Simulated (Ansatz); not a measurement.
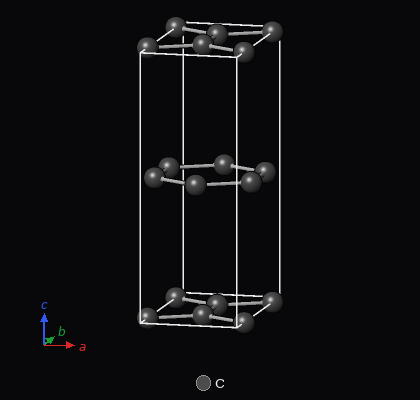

C, space group Fmmm (No. 69), a = 2.465 Å, b = 4.269 Å, c = 6.799 Å, α = 90.00°, β = 90.00°, γ = 90.00°. Origin: the end point of a relaxation with DFT PBE+D3(BJ), scalar-relativistic, plane waves, PAW (Ansatz 0.2.0). Forms under 0.4 % of the area are left out.

Estimate the growth shape by the BFDH rule (face distance proportional to 1/d, absences counted).

The forms computed, by share of the surface:

```json
{"form": "{111}", "faces": "8", "d (Å)": "2.037", "share of area (%)": "40.5"}
{"form": "{002}", "faces": "2", "d (Å)": "3.400", "share of area (%)": "40.1"}
{"form": "{020}", "faces": "2", "d (Å)": "2.135", "share of area (%)": "19.3"}
```

Widths along a, b and c stand as 1.00 : 0.79 : 0.50.

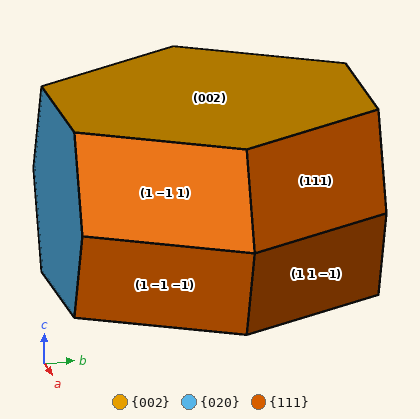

The computed shape, faces indexed. The rule is geometric and ignores bonding and growth conditions.
